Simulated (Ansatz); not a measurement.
## Ag in Al(111), 2x2: scattering by a point defect

How strong a scatterer is Ag in Al(111), 2x2, and does relaxation matter?

Main program and level: Ansatz 0.2.0; Ansatz plane-wave DFT, PBE, PAW files; ballistic transport by layer matching (Landauer), zero bias; PAW set soft_1.

## 1. Starting point

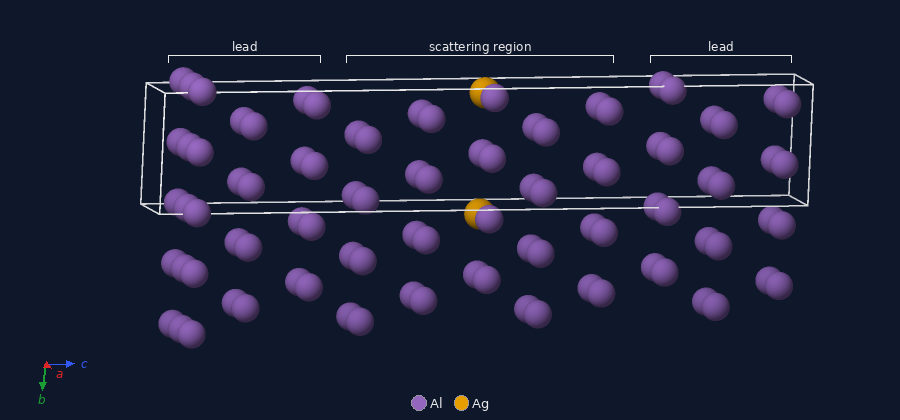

Start, viewed from the side, with the c axis across the page; aluminium purple, silver orange. 1×2×1 cells are drawn. Some periodic images of atoms are drawn too.

The cell holds 44 atoms: 43 Al and 1 Ag. Cell: a = 5.725 Å, b = 5.725 Å, c = 25.761 Å, α = 86.8°, β = 93.2°, γ = 120.0°. It derives from Al. Regions: lead, 24 atoms (24 Al); scattering region, 20 atoms (19 Al and 1 Ag). The structure is stacked along c, and the current runs across the ab planes.

## 2. Transmission at ideal sites

The defect sits in one plane of the supercell, all atoms on ideal sites; the layers about the cell's end are the lead. The mesh across the current, 12×12, is finer than the density's, because channels open and close sharply across the zone. Energies from -0.1 to 0.1 eV in steps of 0.05 eV are too few for the program's thermal sum, so it prints no conductance; for a metal the transmission near the Fermi level serves, at a fraction of the cost.

The input, input.yaml:

```yaml
crystal:
  lattice:
    - [5.7246940741, 0.0, 0.0]
    - [-2.862347037, 4.957730497, 0.0]
    - [-1.4311735185, 0.8262884162, 25.7080622609]
  atoms:
    - { symbol: Al, position: [0.0075757576, 0.9924242424, 0.0454545455] }
    - { symbol: Al, position: [0.0075757576, 0.4924242424, 0.0454545455] }
    - { symbol: Al, position: [0.5075757576, 0.9924242424, 0.0454545455] }
    - { symbol: Al, position: [0.5075757576, 0.4924242424, 0.0454545455] }
    - { symbol: Al, position: [0.1893939394, 0.3106060606, 0.1363636364] }
    - { symbol: Al, position: [0.1893939394, 0.8106060606, 0.1363636364] }
    - { symbol: Al, position: [0.6893939394, 0.3106060606, 0.1363636364] }
    - { symbol: Al, position: [0.6893939394, 0.8106060606, 0.1363636364] }
    - { symbol: Al, position: [0.3712121212, 0.1287878788, 0.2272727273] }
    - { symbol: Al, position: [0.3712121212, 0.6287878788, 0.2272727273] }
    - { symbol: Al, position: [0.8712121212, 0.1287878788, 0.2272727273] }
    - { symbol: Al, position: [0.8712121212, 0.6287878788, 0.2272727273] }
    - { symbol: Al, position: [0.053030303, 0.946969697, 0.3181818182] }
    - { symbol: Al, position: [0.053030303, 0.446969697, 0.3181818182] }
    - { symbol: Al, position: [0.553030303, 0.946969697, 0.3181818182] }
    - { symbol: Al, position: [0.553030303, 0.446969697, 0.3181818182] }
    - { symbol: Al, position: [0.2348484848, 0.2651515152, 0.4090909091] }
    - { symbol: Al, position: [0.2348484848, 0.7651515152, 0.4090909091] }
    - { symbol: Al, position: [0.7348484848, 0.2651515152, 0.4090909091] }
    - { symbol: Al, position: [0.7348484848, 0.7651515152, 0.4090909091] }
    - { symbol: Ag, position: [0.4166666667, 0.0833333333, 0.5] }
    - { symbol: Al, position: [0.4166666667, 0.5833333333, 0.5] }
    - { symbol: Al, position: [0.9166666667, 0.0833333333, 0.5] }
    - { symbol: Al, position: [0.9166666667, 0.5833333333, 0.5] }
    - { symbol: Al, position: [0.0984848485, 0.9015151515, 0.5909090909] }
    - { symbol: Al, position: [0.0984848485, 0.4015151515, 0.5909090909] }
    - { symbol: Al, position: [0.5984848485, 0.9015151515, 0.5909090909] }
    - { symbol: Al, position: [0.5984848485, 0.4015151515, 0.5909090909] }
    - { symbol: Al, position: [0.2803030303, 0.2196969697, 0.6818181818] }
    - { symbol: Al, position: [0.2803030303, 0.7196969697, 0.6818181818] }
    - { symbol: Al, position: [0.7803030303, 0.2196969697, 0.6818181818] }
    - { symbol: Al, position: [0.7803030303, 0.7196969697, 0.6818181818] }
    - { symbol: Al, position: [0.4621212121, 0.0378787879, 0.7727272727] }
    - { symbol: Al, position: [0.4621212121, 0.5378787879, 0.7727272727] }
    - { symbol: Al, position: [0.9621212121, 0.0378787879, 0.7727272727] }
    - { symbol: Al, position: [0.9621212121, 0.5378787879, 0.7727272727] }
    - { symbol: Al, position: [0.1439393939, 0.8560606061, 0.8636363636] }
    - { symbol: Al, position: [0.1439393939, 0.3560606061, 0.8636363636] }
    - { symbol: Al, position: [0.6439393939, 0.8560606061, 0.8636363636] }
    - { symbol: Al, position: [0.6439393939, 0.3560606061, 0.8636363636] }
    - { symbol: Al, position: [0.3257575758, 0.1742424242, 0.9545454545] }
    - { symbol: Al, position: [0.3257575758, 0.6742424242, 0.9545454545] }
    - { symbol: Al, position: [0.8257575758, 0.1742424242, 0.9545454545] }
    - { symbol: Al, position: [0.8257575758, 0.6742424242, 0.9545454545] }
kpoints:
  mp_grid: { grid: [5, 5, 1] }
hamiltonian:
  xc: pbe
  pseudopotentials: { kind: paw, azcp: { folder: soft_1 } }
scf:
  occupations: { method: fermi_dirac, width: 0.1 }
output:
  transmission: { leads: [[0, 4]], kmesh: [12, 12], e_range: [-0.1, 0.1], de: 0.05 }
  write_potential: true
  write_density: true
  volumetric_format: npy
  elf: true
```

Launch:

```bash
> ansatz run input.yaml --threads 4 --pin off --max-ram 15360MiB --backend cpu --events-out ev --progress --plain --runs-dir out
```

Numbers of over 12 decimals in the logs are rounded to 6 here.

The program printed:

```text
Engine: ansatz 0.2.0, x86_64-unknown-linux-gnu
Pseudopotentials: kind: paw
Pseudopotential: Al, paw, valence charge 3, recommended cutoff 420 eV (normal), soft_1/Al.paw.azcp
Pseudopotential: Ag, paw, valence charge 19, recommended cutoff 420 eV (normal), soft_1/Ag.paw.azcp
Functional definition: PBE
  parameter kappa = 0.804
  parameter beta = 0.066725
  exchange = pbe_x(kappa = kappa, mu = beta*pi^2/3)
  correlation = pbe_c(beta = beta)
Crystal: 44 atoms, lattice volume = 729.633 Å³
Basis set: ecut = 420 eV, 14337 PW (Γ)
Bands: 118, of which v1, the nominal top of the filled ones, is band 74 counted from 1 (73 counted from 0)
Symmetry: 4 space group operations
Space group: C2/m (ITA 12), of the structure as read, at distance tolerance 9.0e-5 Å
k-points: 9 of 25
Non-local potential: Al, projectors of the file, l = 0: 2, l = 1: 2, l = 2: 1
Non-local potential: Ag, projectors of the file, l = 0: 3, l = 1: 2, l = 2: 2, l = 3: 1
PAW form: soft (Blöchl's): semilocal exchange-correlation on the pseudo side does not see the compensation charge
PAW one-centre angular grid: Al, 110 points (default); XC on 64 Gauss nodes
PAW one-centre angular grid: Ag, 590 points (default); XC on 64 Gauss nodes
Initial density: superposition of atomic densities (chi_scale 0.1, normalization cell, long waves 41 % of neutral atoms (reshape's long-wave potential 1.41 eV rms, cloud 2.66 Å wide))
Initial wavefunctions: pseudopotential atomic-orbital guess
Functional: x = pbe(κ = 0.804, μ = 0.219515), c = pbe(β = 0.066725)
SCF iter   1: F=—  HF=-30726.072258 eV  |F-HF|=—  |Δ(HF+E_count)|=         —  Δρ=1.54e-1  dr2=1.61e3  ethr=3.10e-3  ⟨swp⟩=6.7  Hψ=4906  notcnv=0  defer=18
preconditioner: auto → Kerker (q_TF=auto, 2.091 Å⁻¹)  [metal: Δε(μ)=0.064 eV  Ē_g=6.605 eV  σ=0.100 eV  W_gap=0.16  n_scr=96 (ndim 8)  ℏωp=16.3 eV  f_vac=0.000  D(μ)=19.92/eV (n_scr^D=122)]
SCF iter   2: F=—  HF=-30711.944775 eV  |F-HF|=—  |Δ(HF+E_count)|=    1.41e1  Δρ=6.74e-2  dr2=4.07e2  ethr=3.10e-3  ⟨swp⟩=3.3  Hψ=2308  notcnv=0  defer=72
SCF iter   3: F=—  HF=-30705.844387 eV  |F-HF|=—  |Δ(HF+E_count)|=    6.10e0  Δρ=3.12e-2  dr2=4.62e1  ethr=3.10e-3  ⟨swp⟩=4.0  Hψ=2215  notcnv=0  defer=78
SCF iter   4: F=—  HF=-30704.723197 eV  |F-HF|=—  |Δ(HF+E_count)|=    1.12e0  Δρ=2.20e-2  dr2=1.55e1  ethr=3.10e-3  ⟨swp⟩=2.0  Hψ=1172  notcnv=0  defer=83
SCF iter   5: F=—  HF=-30703.581923 eV  |F-HF|=—  |Δ(HF+E_count)|=    1.14e0  Δρ=1.02e-2  dr2=4.13e0  ethr=3.10e-3  ⟨swp⟩=2.8  Hψ=1581  notcnv=0  defer=84
SCF iter   6: F=—  HF=-30703.330427 eV  |F-HF|=—  |Δ(HF+E_count)|=   2.51e-1  Δρ=7.07e-3  dr2=1.31e0  ethr=2.79e-3  ⟨swp⟩=1.0  Hψ=1140  notcnv=0  defer=89
SCF iter   7: F=—  HF=-30703.268173 eV  |F-HF|=—  |Δ(HF+E_count)|=   6.23e-2  Δρ=5.07e-3  dr2=7.82e-1  ethr=8.83e-4  ⟨swp⟩=1.7  Hψ=1087  notcnv=0  defer=86
SCF iter   8: F=—  HF=-30703.176522 eV  |F-HF|=—  |Δ(HF+E_count)|=   9.17e-2  Δρ=1.05e-3  dr2=2.09e-2  ethr=5.28e-4  ⟨swp⟩=2.3  Hψ=1381  notcnv=0  defer=86
SCF iter   9: F=—  HF=-30703.175192 eV  |F-HF|=—  |Δ(HF+E_count)|=   1.33e-3  Δρ=9.57e-5  dr2=2.01e-4  ethr=1.41e-5  ⟨swp⟩=2.2  Hψ=1542  notcnv=0  defer=86
SCF iter  10: F=—  HF=-30703.175126 eV  |F-HF|=—  |Δ(HF+E_count)|=   6.58e-5  Δρ=1.11e-5  dr2=4.55e-6  ethr=1.36e-7  ⟨swp⟩=2.0  Hψ=1613  notcnv=0  defer=86
SCF iter  11: F=—  HF=-30703.175156 eV  |F-HF|=—  |Δ(HF+E_count)|=   3.02e-5  Δρ=4.48e-6  dr2=1.42e-7  ethr=3.07e-9  ⟨swp⟩=2.0  Hψ=1647  notcnv=0  defer=86
SCF iter  12: F=-30703.175156 eV  HF=-30703.175156 eV  |F-HF|=1.13e-9  |Δ(HF+E_count)|=   2.49e-8  Δρ=4.84e-7  dr2=1.84e-9  ethr=6.76e-11  ⟨swp⟩=15.3  Hψ=4935  notcnv=0
SCF 1 converged in 12 iterations: F = -30703.175156 eV  dr2 = 1.84e-9
  greatest PAW one-centre occupation: 1.002 electrons in one spin orbital (limit 2), on the Ag atom at site 20 (counted from 0), in its partial waves of l = 0
transmission: 142 of 1376 steps passed
transmission: 278 of 1376 steps passed
[...]
transmission: 1376 of 1376 steps passed
SCF converged after 12 iterations
Free energy (F): -30703.175156 eV
Harris-Foulkes:  -30703.175156 eV  (|F-HF|=1.13e-9)
Internal energy: -30702.514973 eV  (E = F + TS)
E sigma→0 (E₀):  -30702.845065 eV
Entropy (-TS):   -0.660183 eV (-15.004 meV/atom)
Fermi energy:    8.220890 eV
--- Per-component energies (eV) ---
  E_band       = 51.115677
  E_kinetic    = 1431.214313
  E_local      = -6375.230046  (includes V_loc(G=0)·N_el)
  E_nonlocal   = 459.198619
  E_hartree    = 3318.584175
  E_xc         = -1778.379904
  E_vxc        = -1454.141279  (∫ρ·V_xc dr)
  E_paw        = -24137.521440  (= ΣΔE_a)
  E_vpaw       = -647.094725  (= ΣTr[D̂ρ^β])
  E_aug_tail   = 0.000298  (compensation charges beyond the density's cutoff)
  E_ewald      = -3620.380989
  E_smearing   = -0.660183  (= −TS)
  E_closure    = -0.000000  (closes the sum)
  Σ components = -30703.175156   (vs F -30703.175156, Δ=0.00e0)
--- Band table (eV; the first three rows and the last of 9) ---
  k-point 0: bands = [... 70 lower, 6.9353, 6.9682, 7.0273, 7.0474, 7.2390, 7.2961, 7.6727, 7.7772, ... 40 higher]
  k-point 1: bands = [... 70 lower, 7.2276, 7.2587, 7.3372, 7.5618, 7.6220, 7.8404, 7.9868, 8.0249, ... 40 higher]
  k-point 2: bands = [... 70 lower, 8.2623, 8.2871, 8.3490, 8.4087, 8.4726, 8.5050, 8.5536, 8.6129, ... 40 higher]
  k-point 8: bands = [... 70 lower, 8.1921, 8.2859, 8.3159, 8.3504, 8.3750, 8.4822, 8.5535, 8.5769, ... 40 higher]
--- Transmission ---
  basis      : 253 plane waves across, 32 finite elements along
  points     : 43, standing for a mesh of 12 x 12
  energies   : 5 from -0.100000 to 0.100000 eV about the Fermi level, 0.050000 eV apart; the leads are filled to 0.000000 eV, and channels, transmission and decay are at 0.000000 eV
  crystal 0  : Al4, at the sites [0, 4], period 2.3371 Å, over 23.37 Å; its Hamiltonian steps by up to 15.3 meV
    offset         : up to 0.0000 Å between an atom of the period and one for which it stands
    channels       : 5.562500e0 a spin
    conductance    : none, the energies end too early or step too widely for 300 K: set another output.transmission.e_range or a lower de, or, where they end at an eighth of basis.ecutwfc, a higher one
  junction   : crystal 0 to crystal 0, 0.70 to 24.07 Å
    transmission   : 4.566226e0 a spin
    conductance    : none, the energies end too early or step too widely for 300 K: set another output.transmission.e_range or a lower de, or, where they end at an eighth of basis.ecutwfc, a higher one
```

The job ended after 3.9 min (4 threads of Intel Xeon Platinum 8259CL at 2.50GHz (Skylake/Cascade Lake), shared host; peak memory 2.4 GiB).

The column dr2 measures how far the density is from self-consistency, as an energy; F and HF (Harris–Foulkes) agree once it is small.

Numbers from this step:

```yaml
free_energy: -30703.1752 eV
energy_at_zero_smearing: -30702.8451 eV
fermi_energy: 8.221 eV
cell_area: 28.38 Å²
transmission_per_spin_nearest_the_fermi_level: 4.566
open_channels_per_spin_nearest_the_fermi_level: 5.562
step_of_the_lead_s_potential: 15.3 meV
```

Per spin. Table of transmission, zone mean by energy, zero at the Fermi level:

```csv
energy (eV),"transmission, zone mean"
-0.1000,4.54
-0.0500,4.55
0.0000,4.57
0.0500,4.62
0.1000,4.69
```

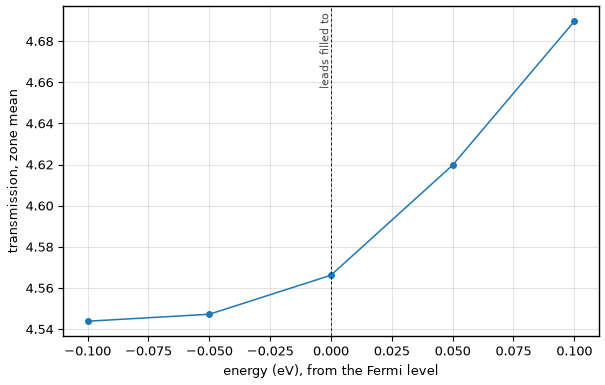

Transmission, zone mean, plotted against energy.

Per spin. Open channels, zone mean, lead against energy, zero at the Fermi level:

```csv
energy (eV),"open channels, zone mean, lead"
-0.1000,5.59
-0.0500,5.59
0.0000,5.56
0.0500,5.51
0.1000,5.67
```

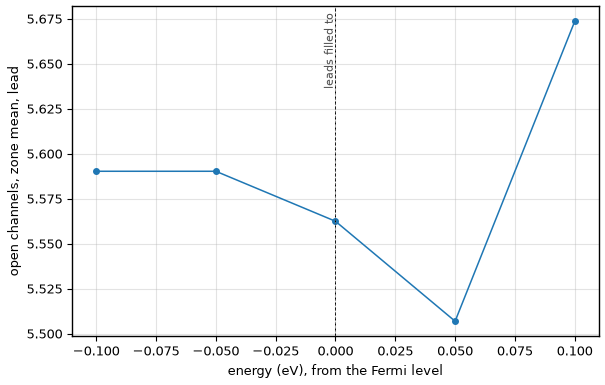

Open channels, zone mean, lead against energy.

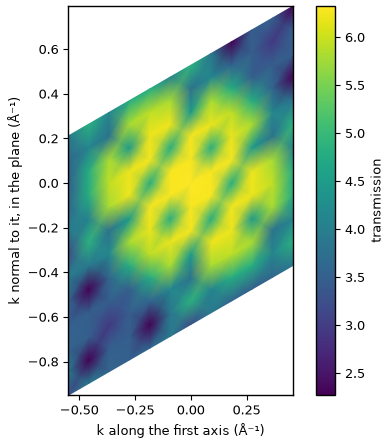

Transmission over k1 and k2. At 0.0000 eV from the Fermi level.

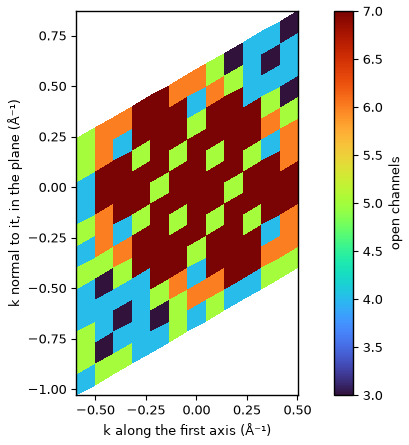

Open channels over k1 and k2. At 0.0000 eV from the Fermi level.

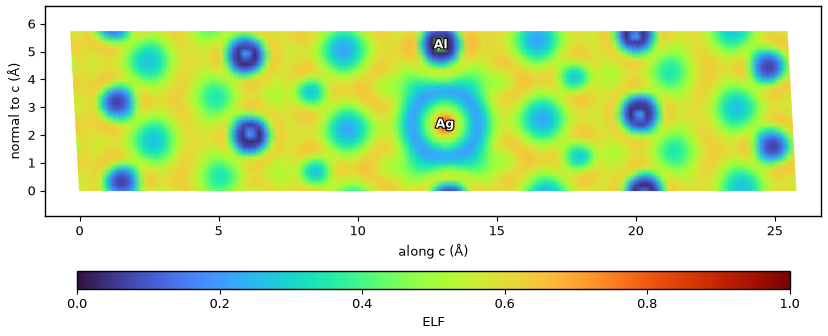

ELF in the ca plane at fractional y = 0.083, with atoms of Ag and Al within 0.2 Å of it. It is the smooth field of the valence electrons, not physical close to the nuclei.

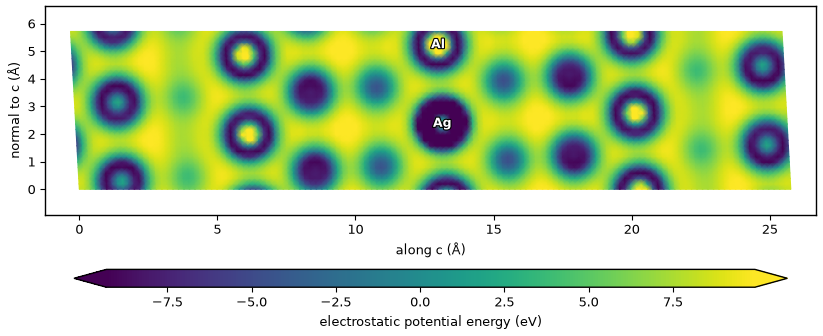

Electrostatic potential energy in the ca plane at fractional y = 0.083, with atoms of Ag and Al within 0.2 Å of it. With pseudopotentials it is smooth inside the atoms' cores, unlike the true potential.

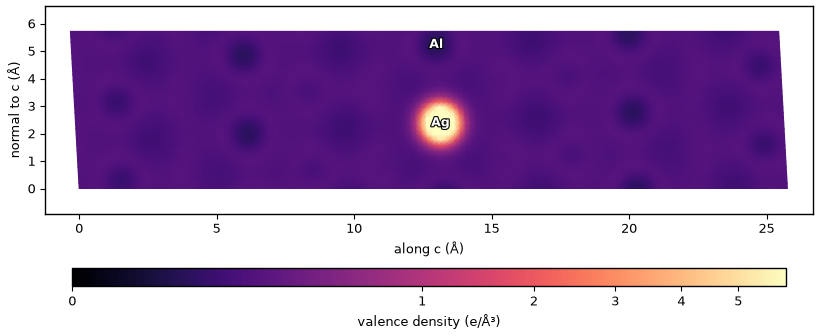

Valence density in the ca plane at fractional y = 0.083, with atoms of Ag and Al within 0.2 Å of it. It is the smooth field of the valence electrons, not physical close to the nuclei. The colour scale is stretched toward low values.

Over the solved energies the transmission per spin lies between 4.54 and 4.69, out of 5.58 channels of the lead on average (up to 5.67).

## 3. Resistance at ideal sites

This step: Ansatz plane-wave DFT, PBE, PAW files; ballistic transport by layer matching (Landauer), zero bias; area resistance of the defect plane and resistivity an atomic per cent; PAW set soft_1 (Ansatz 0.2.0).

Numbers from this step:

* area resistance: 0.1406 fΩ m²
* T over the leads' mean channel count: 0.8243
* resistivity per at.% scaled from this dense plane, with the factor 3/4 for isotropic scattering: 1.804 µΩ cm

Averaged over the energies near the Fermi level, 82.4 % of the channels pass, which makes 0.141 fΩ m².

By hand, with T and the leads' channels N averaged over the energies near the Fermi level: RA = A (h/2e²)(1/T − 1/N) = 28.38×10⁻²⁰ m² × 12 906 Ω × (1/4.578 − 1/5.553) = 0.141 fΩ m². Per atomic per cent: RA × A / V_atom × 0.01 × 3/4 = 1.80 µΩ cm, with the host's V_atom = 16.58 Å³.

## 4. Results

| Item | Value |
| --- | --- |
| share of channels that pass, rigid | 0.824 |
| area resistance, rigid | 0.141 fΩ m² |
| resistivity per at.% from the area resistance, times 3/4, rigid | 1.80 µΩ cm |

The plane of defects adds 0.14 fΩ m². Scaled to one atomic per cent that is 2.4 µΩ cm as it stands and 1.8 with the factor 3/4 for isotropic scattering on a spherical Fermi surface; with the reflection in place of the resistance taken as linear in the density it would be 1.5. These are rough estimates of the dilute value, not bounds. One Ag in each 2x2 cell reflects 18 % of the lead's channels. The defects form a dense periodic sheet that scatters coherently, unlike a dilute random alloy. T and N are means over the solved energies nearest the Fermi level.

[Logs are printed without paths, hosts, clocks, repeated set-up lines and the standing remarks that a program may print on its own settings, such as how far it seeks lower states.]

[Hosts, paths, dates, database ids (printed as entryN), source tags and the programs' standing remarks are cut or masked in the printed files.]
